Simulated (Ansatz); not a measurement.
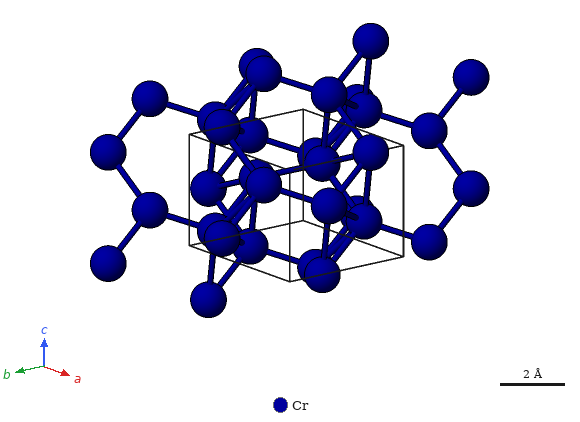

Starting structure of crystalline Cr (built on the alpha-gallium_64 type) (coarse preliminary run). The picture is a ball-and-stick view of the cell of the calculation, repeated 2 × 2 × 2 with one cell outlined, seen from a free direction.

Case: alpha-gallium type (Cmce, No. 64).

These are results of Ansatz, DFT r2SCAN, scalar-relativistic, plane waves, PAW, not measurements.

The input:
```yaml
crystal:
  lattice:
    - [2.0102088612, -3.4069312307, 0.0]
    - [2.0102088612, 3.4069312307, 0.0]
    - [0.0, 0.0, 4.0257655634]
  atoms:
    - { symbol: Cr, position: [0.1525, 0.8475, 0.0785] }
    - { symbol: Cr, position: [0.6525, 0.3475, 0.4215] }
    - { symbol: Cr, position: [0.8475, 0.1525, 0.9215] }
    - { symbol: Cr, position: [0.3475, 0.6525, 0.5785] }
basis:
  ecutwfc: 500
kpoints:
  mp_grid: { grid: [6, 6, 4] }
hamiltonian:
  xc: r2scan
scf:
  occupations: { method: gaussian, width: 0.1 }
  lower_state_search: "off"
output:
  forces: true
  stress: true
  eigenvalues: true
relax:
  adjacent_minimum: "off"
  f_tol: 0.04
  max_steps: 70
  cell: { stress_tol: 0.4 }
```

**What does the optimiser find from here?**

Over 14 accepted moves (16 points after the start) the energy falls by 2.397 eV per cell of the calculation. The largest force component goes from 0.84 to 0.0032 eV/Å. The pressure goes from −5.71 to 0.19 GPa. At 2 points the geometry stayed and the basis and grid were re-selected for the new cell (energy shift of 33.1 meV per cell of the calculation at most each time). The largest moves relative to the cell, 0.29 Å, are those of Cr1, Cr2, Cr3 and Cr4. Cr2 goes along [−1 1 3]. The drawn cell changes as follows: a = b 3.956 → 4.760 Å (+20.3 %), c 4.026 → 2.769 Å (−31.2 %), γ 118.9° → 131.3°; the volume changes by −14.5 %. Near-neighbour distances that change, for instance: Cr1–Cr1 4.026 → 2.769 Å, Cr1–Cr2 3.322 → 2.402 Å, Cr1–Cr3 2.491 → 2.850 Å, Cr1–Cr3 (another image) 2.172 → 2.270 Å. New bonds form: Cr1–Cr2 (3.32 → 2.40 Å), Cr3–Cr4 (3.32 → 2.40 Å). Bond angles that change, for instance: Cr4–Cr1–Cr4 113.1° → 67.6°, Cr3–Cr1–Cr4 106.5° → 146.2°, Cr2–Cr1–Cr3 99.5° → 90.0°. The space group (tolerance 0.01 Å) goes from Cmce (No. 64) to Fmmm (No. 69).

Final geometry:

```
Cr
1.0
     1.96323   -4.33674    0.00000
     1.96323    4.33674    0.00000
     0.00000    0.00000    2.76890
Cr
4
Direct
  0.13088 0.86912 0.99987
  0.63088 0.36912 0.50013
  0.86912 0.13088 0.00013
  0.36912 0.63088 0.49987
```

After the run, drawn alike:

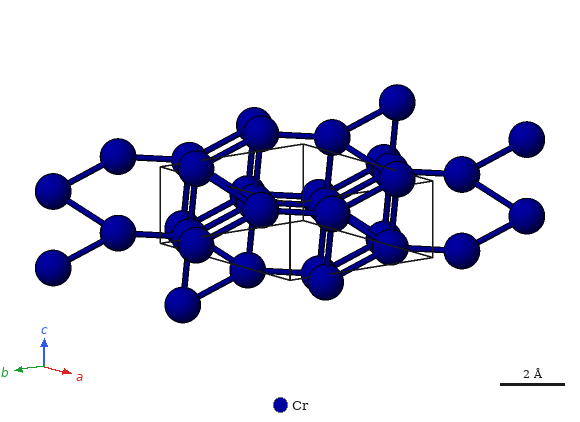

Limits of the set-up: the k-point mesh is coarse for a cell with partly filled bands.
